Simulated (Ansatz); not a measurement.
## Geometry relaxation of WSi$_{6}$ (part 1 of 2)

System: WSi$_{6}$ (slab, 7 atoms in the cell).
Method: DFT PBEsol, scalar-relativistic, plane waves, PAW (Ansatz 0.2.0).

The structure derives from a Materials Project entry. The run did not end well. The input holds or restrains some coordinates. Forces given for the steps count only the free coordinates. It belongs to a series of runs on one base structure; here: W over the place (3/6, 1/6) of the surface cell, its height relaxed.

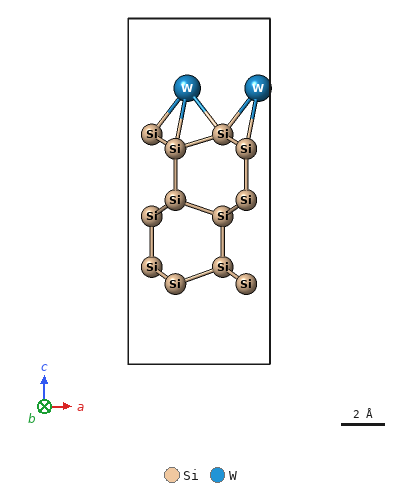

Fig. 1: The input geometry (ball-and-stick view of the 2 × 1 repeat of the cell, with the vacuum cut short, along the b axis). An atom can appear more than once, as a periodic image.

### The input
```yaml
crystal:
  lattice:
    - [3.8248883545, 0.0, 0.0]
    - [-1.9124441773, 3.3124504817, 0.0]
    - [0.0, 0.0, 26.1211317213]
  atoms:
    - { symbol: Si, position: [0.6666666667, 0.3333333333, 0.325407034] }
    - { symbol: Si, position: [0.3333333333, 0.6666666667, 0.3559122531] }
    - { symbol: Si, position: [0.3333333333, 0.6666666667, 0.44646421] }
    - { symbol: Si, position: [0.6666666667, 0.3333333333, 0.4756407863] }
    - { symbol: Si, position: [0.6666666667, 0.3333333333, 0.5672640819] }
    - { symbol: Si, position: [0.3333333333, 0.6666666667, 0.592936641] }
    - { symbol: W, position: [0.8333333333, 0.8333333333, 0.6756283108], spin: 4.0 }
basis:
  ecutwfc: 420
kpoints:
  mp_grid: { grid: [9, 9, 1] }
hamiltonian:
  xc: pbesol
scf:
  occupations: { method: gaussian, width: 0.05 }
output:
  forces: true
  eigenvalues: true
  populations: true
  write_density: true
  write_potential: true
  elf: true
  volumetric_format: npy
magnetization:
  spin_polarized: true
relax:
  adjacent_minimum: "off"
  f_tol: 0.02
  max_steps: 25
  constraints: [{ sites: [0, 1, 2, 3, 4, 5] }, { site: 6, fix: xy }]
efield:
  axis: 3
  dipole_correction: true
  ramp_width: 0.04
```

Hardware: 1 thread of Arm Neoverse V2, 24 GiB of memory available, shared host.

Run as:
```bash
ansatz run input.yaml --threads 1 --pin off --max-ram 2560MiB --backend cpu --events-out ev --progress --plain --runs-dir out
```

### Output
```
Engine: ansatz 0.2.0, aarch64-unknown-linux-gnu
Pseudopotentials: kind: paw
Pseudopotential: Si, paw, valence charge 4, recommended cutoff 420 eV (normal), Si.paw.azcp
Pseudopotential: W, paw, valence charge 14, recommended cutoff 420 eV (normal), W.paw.azcp
Functional definition: PBEsol
  exchange = pbesol_x
  correlation = pbesol_c
Crystal: 7 atoms, lattice volume = 330.948 Å³
Basis set: ecut = 420 eV, 6459 PW (Γ), exchange–correlation on 54×54×360 points (8 copies of the dense FFT grid, shifted against one another)
Bands: 28, of which v1, the nominal top of the filled ones, is band 19 counted from 1 (18 counted from 0)
Symmetry: 1 space group operations
k-points: 41 of 81 (time reversal used)
Non-local potential: Si, projectors of the file, l = 0: 2, l = 1: 2, l = 2: 2
Non-local potential: W, projectors of the file, l = 0: 3, l = 1: 2, l = 2: 2, l = 3: 1
PAW form: soft (Blöchl's): semilocal exchange-correlation on the pseudo side does not see the compensation charge
PAW frozen core: Si, regenerated for the run's functional, and the local potential with it (the file was generated under x = pbe(κ = 0.804, μ = 0.2195149727645171), c = pbe(β = 0.06672455060314922))
PAW frozen core: W, regenerated for the run's functional, and the local potential with it (the file was generated under x = pbe(κ = 0.804, μ = 0.2195149727645171), c = pbe(β = 0.06672455060314922))
PAW one-centre angular grid: Si, 110 points (default); XC on 64 Gauss nodes
PAW one-centre angular grid: W, 590 points (default); XC on 64 Gauss nodes
Initial density: superposition of atomic densities (neutral atoms: chi_scale 0, normalization atom)
Starting moments: Σ|m| = 4 μB on 1 of 7 sites
Initial wavefunctions: pseudopotential atomic-orbital guess
Functional: x = pbesol(κ = 0.804, μ = 0.12345679012345678), c = pbesol(β = 0.046)
SCF iter   1: F=—  HF=-13978.597445 eV  |F-HF|=—  |Δ(HF+E_count)|=         —  Δρ=1.75e-2 (↑1.75e-2 ↓1.42e-2)  dr2=2.21e1  dr2_m=1.01e-1  M=3.859 μB ∫|m|=4.091 μB  β_m=1.00  ethr=3.10e-3  p=-0.000 e·Å  D=-3.72e-7 V/Å  ΔV_dip=0.00 eV  dr2_dipole=1.04e1  V_vac-E_F(+/−)=6.17/6.17 eV  ⟨swp⟩=10.2  Hψ=14986  notcnv=0
Mixer restart at iter 1: flushing history
efield: sawtooth ramp at fractional position 0.9805 (placed from the atoms, in the widest stretch of the axis that holds none; the zero of the levels goes with the place), width 0.0400; the density the first Hamiltonian is built on has a dipole p = -0.000 e·Å; the dipole correction subtracts the counter field D = -3.72e-7 V/Å, which shifts the + side's vacuum level by +0.00 eV against the − side's; the planar-averaged density in the ramp window peaks in size at 1.0e-6 e/Å³
preconditioner: auto → LDOS  [metal: Δε(μ)=0.005 eV  Ē_g=6.916 eV  σ=0.050 eV  W_gap=0.06  n_scr=20 (ndim 8)  ℏωp=11.2 eV  f_vac=0.480  D(μ)=6.02/eV (n_scr^D=14)]
spin=Collinear: LDOS preconditioning applied to the charge; magnetization (m = ρ↑ − ρ↓) channel mixes plain (no charge-response kernel on spin).
SCF iter   2: F=—  HF=-13977.981554 eV  |F-HF|=—  |Δ(HF+E_count)|=   6.16e-1  Δρ=1.08e-2 (↑1.04e-2 ↓1.08e-2)  dr2=1.13e1  dr2_m=3.29e-3  M=3.825 μB ∫|m|=4.280 μB  β_m=0.53  ethr=3.10e-3  p=0.037 e·Å  D=2.00e-2 V/Å  ΔV_dip=-0.52 eV  dr2_dipole=4.85e0  V_vac-E_F(+/−)=5.47/5.99 eV  ⟨swp⟩=2.1  Hψ=3341  notcnv=0  defer=211
density mixer auto → msr1: a metal under ldos (density of states about μ 1.05 of a free-electron gas's, 20 screened modes)
SCF iter   3: F=—  HF=-13977.350819 eV  |F-HF|=—  |Δ(HF+E_count)|=   6.31e-1  Δρ=5.28e-3 (↑5.04e-3 ↓5.28e-3)  dr2=3.36e-1  dr2_m=6.30e-2  M=3.227 μB ∫|m|=4.408 μB  β_m=0.71  ethr=3.10e-3  p=0.100 e·Å  D=5.48e-2 V/Å  ΔV_dip=-1.43 eV  dr2_dipole=9.54e-2  V_vac-E_F(+/−)=4.10/5.54 eV  ⟨swp⟩=3.6  Hψ=4108  notcnv=0  defer=280
SCF iter   4: F=—  HF=-13977.511679 eV  |F-HF|=—  |Δ(HF+E_count)|=   1.61e-1  Δρ=2.30e-3 (↑2.30e-3 ↓1.56e-3)  dr2=3.47e-1  dr2_m=6.33e-3  M=2.903 μB ∫|m|=4.397 μB  β_m=0.86  ethr=8.85e-4  p=0.073 e·Å  D=3.98e-2 V/Å  ΔV_dip=-1.04 eV  dr2_dipole=1.83e-1  V_vac-E_F(+/−)=4.34/5.38 eV  ⟨swp⟩=2.9  Hψ=4240  notcnv=0  defer=223
SCF iter   5: F=—  HF=-13977.520608 eV  |F-HF|=—  |Δ(HF+E_count)|=   8.93e-3  Δρ=1.30e-3 (↑1.30e-3 ↓7.64e-4)  dr2=7.40e-2  dr2_m=1.79e-3  M=2.851 μB ∫|m|=4.456 μB  β_m=0.85  ethr=8.85e-4  p=0.059 e·Å  D=3.23e-2 V/Å  ΔV_dip=-0.84 eV  dr2_dipole=5.72e-2  V_vac-E_F(+/−)=4.22/5.07 eV  ⟨swp⟩=1.7  Hψ=2620  notcnv=0  defer=223
SCF iter   6: F=—  HF=-13977.522222 eV  |F-HF|=—  |Δ(HF+E_count)|=         —  Δρ=7.43e-4 (↑7.43e-4 ↓5.66e-4)  dr2=4.58e-3  dr2_m=1.08e-3  M=2.785 μB ∫|m|=4.433 μB  β_m=0.85  ethr=1.95e-4  p=0.035 e·Å  D=1.91e-2 V/Å  ΔV_dip=-0.50 eV  dr2_dipole=2.18e-3  V_vac-E_F(+/−)=4.36/4.86 eV  ⟨swp⟩=2.8  Hψ=3632  notcnv=0  defer=219
SCF iter   7: F=—  HF=-13977.522660 eV  |F-HF|=—  |Δ(HF+E_count)|=   4.38e-4  Δρ=4.24e-4 (↑4.24e-4 ↓3.25e-4)  dr2=9.98e-4  dr2_m=3.69e-4  M=2.761 μB ∫|m|=4.420 μB  β_m=0.90  ethr=1.20e-5  p=0.031 e·Å  D=1.68e-2 V/Å  ΔV_dip=-0.44 eV  dr2_dipole=4.06e-4  V_vac-E_F(+/−)=4.36/4.80 eV  ⟨swp⟩=2.4  Hψ=3631  notcnv=0  defer=219
SCF iter   8: F=—  HF=-13977.522907 eV  |F-HF|=—  |Δ(HF+E_count)|=   2.47e-4  Δρ=3.43e-4 (↑3.43e-4 ↓2.64e-4)  dr2=4.43e-4  dr2_m=2.44e-4  M=2.736 μB ∫|m|=4.395 μB  β_m=0.85  ethr=2.63e-6  p=0.028 e·Å  D=1.54e-2 V/Å  ΔV_dip=-0.40 eV  dr2_dipole=1.90e-6  V_vac-E_F(+/−)=4.39/4.79 eV  ⟨swp⟩=2.4  Hψ=3636  notcnv=0  defer=219
SCF iter   9: F=—  HF=-13977.523117 eV  |F-HF|=—  |Δ(HF+E_count)|=   2.10e-4  Δρ=2.38e-4 (↑2.38e-4 ↓1.72e-4)  dr2=2.05e-4  dr2_m=1.16e-4  M=2.702 μB ∫|m|=4.364 μB  β_m=0.80  ethr=1.17e-6  p=0.026 e·Å  D=1.44e-2 V/Å  ΔV_dip=-0.38 eV  dr2_dipole=4.11e-5  V_vac-E_F(+/−)=4.40/4.78 eV  ⟨swp⟩=2.0  Hψ=3721  notcnv=0  defer=219
SCF iter  10: F=—  HF=-13977.523317 eV  |F-HF|=—  |Δ(HF+E_count)|=   2.00e-4  Δρ=1.33e-4 (↑1.33e-4 ↓8.81e-5)  dr2=4.33e-4  dr2_m=3.18e-5  M=2.664 μB ∫|m|=4.326 μB  β_m=0.60  ethr=5.39e-7  p=0.026 e·Å  D=1.43e-2 V/Å  ΔV_dip=-0.37 eV  dr2_dipole=2.01e-4  V_vac-E_F(+/−)=4.41/4.79 eV  ⟨swp⟩=2.2  Hψ=3879  notcnv=0  defer=219
SCF iter  11: F=—  HF=-13977.523425 eV  |F-HF|=—  |Δ(HF+E_count)|=   1.08e-4  Δρ=4.89e-5 (↑4.89e-5 ↓3.70e-5)  dr2=2.77e-4  dr2_m=3.45e-6  M=2.630 μB ∫|m|=4.293 μB  β_m=0.73  ethr=5.39e-7  p=0.026 e·Å  D=1.43e-2 V/Å  ΔV_dip=-0.37 eV  dr2_dipole=1.78e-4  V_vac-E_F(+/−)=4.42/4.79 eV  ⟨swp⟩=2.0  Hψ=3787  notcnv=0  defer=219
SCF iter  12: F=—  HF=-13977.523419 eV  |F-HF|=—  |Δ(HF+E_count)|=   5.10e-6  Δρ=7.64e-5 (↑7.64e-5 ↓4.92e-5)  dr2=3.04e-5  dr2_m=1.13e-5  M=2.634 μB ∫|m|=4.296 μB  β_m=0.79  ethr=5.39e-7  p=0.027 e·Å  D=1.47e-2 V/Å  ΔV_dip=-0.39 eV  dr2_dipole=9.09e-6  V_vac-E_F(+/−)=4.41/4.80 eV  ⟨swp⟩=1.8  Hψ=2547  notcnv=0  defer=219
SCF iter  13: F=—  HF=-13977.523434 eV  |F-HF|=—  |Δ(HF+E_count)|=   1.49e-5  Δρ=2.36e-5 (↑2.36e-5 ↓1.76e-5)  dr2=2.18e-6  dr2_m=1.02e-6  M=2.613 μB ∫|m|=4.277 μB  β_m=0.78  ethr=8.01e-8  p=0.027 e·Å  D=1.46e-2 V/Å  ΔV_dip=-0.38 eV  dr2_dipole=3.57e-7  V_vac-E_F(+/−)=4.42/4.80 eV  ⟨swp⟩=2.7  Hψ=3925  notcnv=0  defer=219
iter 14 did not close the SCF: its close was put off until two iterations running show no level that it waits for move by more than its bar (scf_convergence_deferred on its scf_iter line)
SCF iter  14: F=-13977.523437 eV  HF=-13977.523437 eV  |F-HF|=6.42e-8  |Δ(HF+E_count)|=   2.70e-6  Δρ=4.04e-6 (↑3.23e-6 ↓4.04e-6)  dr2=9.96e-8  dr2_m=2.98e-8  M=2.618 μB ∫|m|=4.281 μB  β_m=0.80  ethr=5.75e-9  p=0.027 e·Å  D=1.47e-2 V/Å  ΔV_dip=-0.38 eV  dr2_dipole=3.51e-13  V_vac-E_F(+/−)=4.42/4.80 eV  ⟨swp⟩=22.1  Hψ=23534  notcnv=0
iter 15 did not close the SCF: its close was put off until two iterations running show no level that it waits for move by more than its bar (scf_convergence_deferred on its scf_iter line)
SCF iter  15: F=-13977.523437 eV  HF=-13977.523437 eV  |F-HF|=5.30e-8  |Δ(HF+E_count)|=   1.06e-7  Δρ=2.85e-6 (↑2.85e-6 ↓1.65e-6)  dr2=7.26e-8  dr2_m=1.17e-8  M=2.617 μB ∫|m|=4.281 μB  β_m=0.73  ethr=2.62e-10  p=0.027 e·Å  D=1.47e-2 V/Å  ΔV_dip=-0.38 eV  dr2_dipole=1.71e-8  V_vac-E_F(+/−)=4.42/4.80 eV  ⟨swp⟩=8.2  Hψ=15964  notcnv=0
SCF iter  16: F=-13977.523437 eV  HF=-13977.523437 eV  |F-HF|=2.29e-9  |Δ(HF+E_count)|=   4.26e-8  Δρ=4.50e-7 (↑4.29e-7 ↓4.50e-7)  dr2=8.99e-10  dr2_m=4.82e-10  M=2.618 μB ∫|m|=4.281 μB  ethr=1.91e-10  p=0.027 e·Å  D=1.47e-2 V/Å  ΔV_dip=-0.38 eV  dr2_dipole=2.70e-10  V_vac-E_F(+/−)=4.42/4.80 eV  ⟨swp⟩=8.0  Hψ=14761  notcnv=0
SCF 1 converged in 16 iterations: F = -13977.523437 eV  dr2 = 8.99e-10
  greatest PAW one-centre occupation: 1.000 electrons in one spin orbital (limit 2), on the W atom at site 6 (counted from 0), in its partial waves of l = 0
relax step   1: F+E_penalty+E_count = -13977.52343714 eV  Δ(F+E_penalty+E_count) = +0.000e0 eV  max|allowed force component| = 1.490e0 eV/Å  Δτ_max = 0.0000 Å  (16 SCF iters, dr2 threshold 1.00e-5 eV, accepted)
Initial density: handed on by an earlier stage of this run
Starting moments: Σ|m| = 4 μB on 1 of 7 sites; this step starts from the density that it was given
Initial wavefunctions: those handed on with the density
iter 1 solved again at ethr=3.01e-4 eV; its pass at ethr=3.10e-3 eV (dr2=1.14e-1 eV) is discarded
SCF iter   1: F=—  HF=-13977.533002 eV  |F-HF|=—  |Δ(HF+E_count)|=         —  Δρ=1.30e-2 (↑1.30e-2 ↓1.19e-2)  dr2=8.87e-2  dr2_m=4.58e-1  M=2.403 μB ∫|m|=3.953 μB  β_m=1.00  ethr=3.01e-4  p=0.027 e·Å  D=1.47e-2 V/Å  ΔV_dip=-0.38 eV  dr2_dipole=7.02e-3  V_vac-E_F(+/−)=4.43/4.82 eV  ⟨swp⟩=1.8  Hψ=10280  notcnv=0  defer=249
efield: sawtooth ramp at fractional position 0.9805 (handed on by an earlier solve), width 0.0400; the density the first Hamiltonian is built on has a dipole p = 0.027 e·Å; the dipole correction subtracts the counter field D = 1.47e-2 V/Å, which shifts the + side's vacuum level by -0.38 eV against the − side's; the planar-averaged density in the ramp window peaks in size at 1.0e-6 e/Å³
preconditioner: auto → LDOS  [metal: Δε(μ)=0.004 eV  Ē_g=6.549 eV  σ=0.050 eV  W_gap=0.05  n_scr=20 (ndim 8)  ℏωp=11.2 eV  f_vac=0.496  D(μ)=3.90/eV (n_scr^D=12)]
spin=Collinear: LDOS preconditioning applied to the charge; magnetization (m = ρ↑ − ρ↓) channel mixes plain (no charge-response kernel on spin).
SCF iter   2: F=—  HF=-13977.813244 eV  |F-HF|=—  |Δ(HF+E_count)|=   2.80e-1  Δρ=2.27e-3 (↑2.27e-3 ↓1.59e-3)  dr2=3.71e-2  dr2_m=6.14e-3  M=2.273 μB ∫|m|=3.816 μB  β_m=0.32  ethr=2.33e-4  p=0.029 e·Å  D=1.58e-2 V/Å  ΔV_dip=-0.41 eV  dr2_dipole=2.58e-3  V_vac-E_F(+/−)=4.45/4.86 eV  ⟨swp⟩=3.3  Hψ=4665  notcnv=0  defer=250
density mixer auto → msr1: a metal under ldos (density of states about μ 1.21 of a free-electron gas's, 20 screened modes)
SCF iter   3: F=—  HF=-13977.802061 eV  |F-HF|=—  |Δ(HF+E_count)|=   1.12e-2  Δρ=1.01e-3 (↑9.98e-4 ↓1.01e-3)  dr2=1.17e-2  dr2_m=1.16e-3  M=2.290 μB ∫|m|=3.837 μB  β_m=0.52  ethr=9.77e-5  p=0.030 e·Å  D=1.65e-2 V/Å  ΔV_dip=-0.43 eV  dr2_dipole=9.92e-4  V_vac-E_F(+/−)=4.43/4.87 eV  ⟨swp⟩=1.7  Hψ=2822  notcnv=0  defer=250
SCF iter   4: F=—  HF=-13977.796690 eV  |F-HF|=—  |Δ(HF+E_count)|=   5.37e-3  Δρ=3.45e-4 (↑3.45e-4 ↓3.36e-4)  dr2=5.39e-4  dr2_m=2.72e-4  M=2.332 μB ∫|m|=3.892 μB  β_m=0.73  ethr=3.07e-5  p=0.030 e·Å  D=1.64e-2 V/Å  ΔV_dip=-0.43 eV  dr2_dipole=4.27e-5  V_vac-E_F(+/−)=4.44/4.87 eV  ⟨swp⟩=2.4  Hψ=3360  notcnv=0  defer=250
SCF iter   5: F=—  HF=-13977.797167 eV  |F-HF|=—  |Δ(HF+E_count)|=   4.77e-4  Δρ=1.38e-4 (↑1.18e-4 ↓1.38e-4)  dr2=9.40e-5  dr2_m=4.29e-5  M=2.344 μB ∫|m|=3.909 μB  β_m=0.78  ethr=1.42e-6  p=0.029 e·Å  D=1.59e-2 V/Å  ΔV_dip=-0.41 eV  dr2_dipole=1.03e-6  V_vac-E_F(+/−)=4.46/4.87 eV  ⟨swp⟩=2.1  Hψ=3691  notcnv=0  defer=250
SCF iter   6: F=-13977.797088 eV  HF=-13977.797177 eV  |F-HF|=8.93e-5  |Δ(HF+E_count)|=   1.05e-5  Δρ=3.42e-5 (↑2.21e-5 ↓3.42e-5)  dr2=6.80e-5  dr2_m=1.23e-6  M=2.345 μB ∫|m|=3.912 μB  ethr=2.47e-7  p=0.029 e·Å  D=1.57e-2 V/Å  ΔV_dip=-0.41 eV  dr2_dipole=2.78e-5  V_vac-E_F(+/−)=4.46/4.87 eV  ⟨swp⟩=21.0  Hψ=25288  notcnv=0
SCF 2 converged in 6 iterations: F = -13977.797088 eV  dr2 = 6.80e-5
relax step   2: F+E_penalty+E_count = -13977.79708803 eV  Δ(F+E_penalty+E_count) = -2.737e-1 eV  max|allowed force component| = 1.341e0 eV/Å  Δτ_max = 0.1950 Å  (6 SCF iters, dr2 threshold 1.00e-4 eV, accepted)
```
